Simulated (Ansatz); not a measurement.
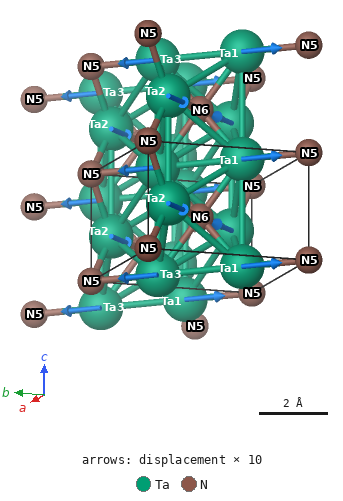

This is a relaxation of a crystal of Ta₂N (built on the rutile_136 type) (coarse preliminary run). The starting structure is drawn; blue arrows show the displacements (the part carried along by the change of the cell is left out), 10 times their true length.

Style: ball-and-stick. Shown: the cell of the calculation, repeated 2 × 1 × 2 with one cell outlined, from a free direction.

Case: anti-rutile type (P4_2/mnm, No. 136).

Computed with DFT r2SCAN, scalar-relativistic, plane waves, PAW in Ansatz. Settings: plane-wave cutoff 500 eV; k-point mesh 4 × 4 × 6; occupations gaussian; smearing width 0.1 eV; no spin polarisation; cell and atoms relaxed; force threshold 0.04 eV/Å; at most 70 steps.

### What happened in the run?

The largest moves relative to the cell, 0.13 Å, are those of Ta atoms. N stays in place. The drawn cell changes as follows: a = b 5.042 → 5.154 Å (+2.2 %), c 3.248 → 3.051 Å (−6.1 %); the volume changes by −1.9 %. Near-neighbour distances that change, for instance: Ta–Ta 2.767 → 3.093 Å, Ta–Ta 3.248 → 3.051 Å, N–Ta 2.182 → 2.098 Å, N–Ta 2.133 → 2.172 Å. Among the angles between lasting bonds that change: Ta–N–Ta 99.1° → 89.2°, Ta–N–Ta 80.9° → 90.8°. The space group stays P4_2/mnm (No. 136). Over 3 accepted moves (4 points after the start) the energy falls by 143 meV per atom. The largest force component goes from 1.8 to 0.019 eV/Å. Pressure: −2.42 GPa at the start and 0.20 GPa at the end. The SCF was repeated once at an unchanged geometry on a basis and grid sized afresh for the cell, which shifted the energy by 0.1 meV per atom at most.
